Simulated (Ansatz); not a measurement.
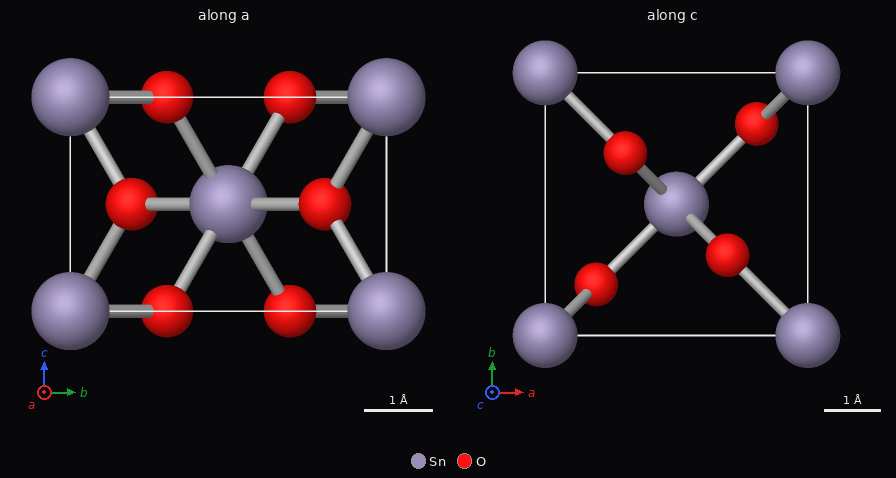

An orthographic ball-and-stick view of the structure, along the a axis and along the c axis. The parallelepiped is the conventional unit cell.

SnO₂, space group P4_2/mnm (No. 136), a = 4.70 Å, b = 4.70 Å, c = 3.18 Å, α = 90.00°, β = 90.00°, γ = 90.00°.

All computed values are from DFT r2SCAN, scalar-relativistic, plane waves, PAW (Ansatz 0.2.0). Settings: 500 eV cutoff, k-points about 0.23 Å⁻¹ apart, Gaussian smearing of 0.02 eV, no spin polarisation.

What is the electronic character?

A semiconductor at this level, with a gap of 2.11 eV on the k-mesh (the true edges may lie between mesh points, so the gap can be somewhat smaller).

Origin of the cell: a structure listed in the Materials Project. It was relaxed at fixed volume with Ansatz, DFT r2SCAN, scalar-relativistic, plane waves, PAW.

At this level of theory the run's own cell isn't at rest (compressed, at 7 GPa), so its distances can differ from those at equilibrium, the more so the softer the solid.
